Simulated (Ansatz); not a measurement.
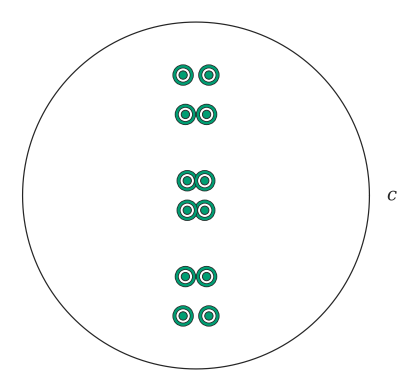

Stereographic projection: filled dots lie in the upper hemisphere, open rings in the lower. The a axis points at the viewer. The poles are all faces of one general form. Computed from the symmetry operations of a computed or model structure of composition Ta.

### Identify the point group and its elements.

6/mmm (D6h), order 24, hexagonal system: one sixfold axis, six twofold axes, seven mirror planes, an inversion centre.

### Can such a crystal be piezoelectric, pyroelectric or chiral?

It is centrosymmetric, so neither piezoelectric nor pyroelectric; it is not chiral.
